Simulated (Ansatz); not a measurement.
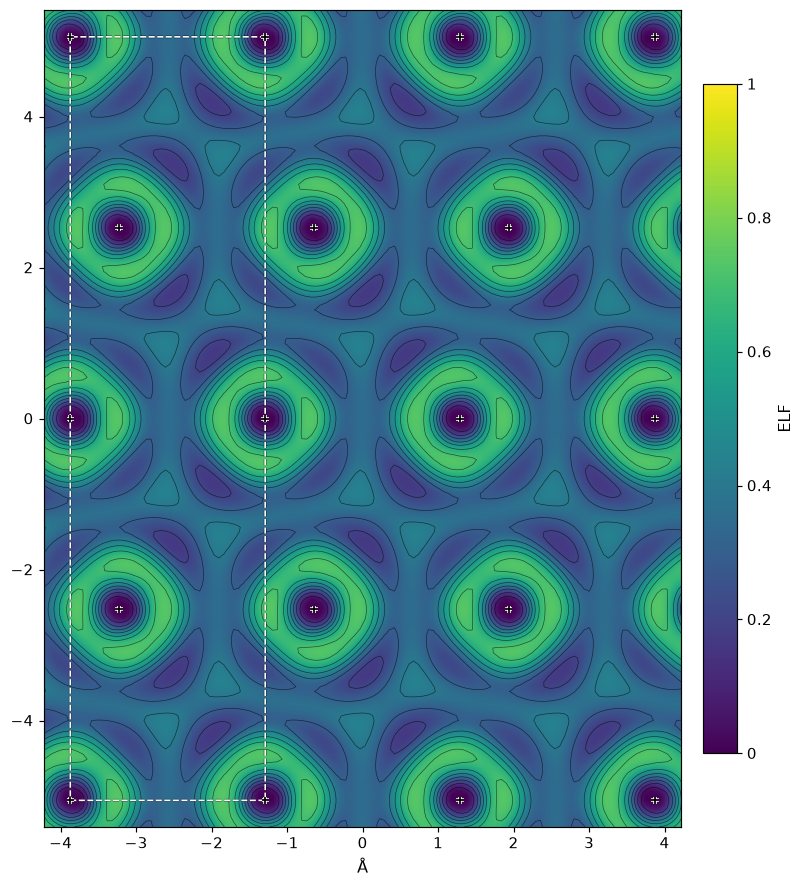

The ELF on a plane through atoms (crosses mark nuclei in the plane).

All numbers below come from DFT, PBE, plane waves (420 eV) with PAW, scalar-relativistic (Ansatz 0.2.0).

Candidates:
A. W, a = 2.58 Å, b = 5.17 Å, c = 8.70 Å, α = 90.00°, β = 89.99°, γ = 90.00°. Space group Fddd; set up as W, beta-Sn type; a generated structure, not necessarily the stable one; changed on purpose from its base cell (volume × 0.88); computed pressure about 47 GPa in this cell.
B. C, a = 2.41 Å, b = 2.41 Å, c = 2.41 Å, α = 90.00°, β = 90.00°, γ = 90.00°. Space group Im-3m; set up as C, bcc; a generated structure, not necessarily the stable one; changed on purpose from its base cell (volume × 1.04); computed pressure about −7 GPa in this cell.

Q: Which system is this?

A: Candidate A: W on the (011) plane of the conventional cell, which holds W. W–W (2.58 Å): the ELF is about 0.35 at the midpoint.
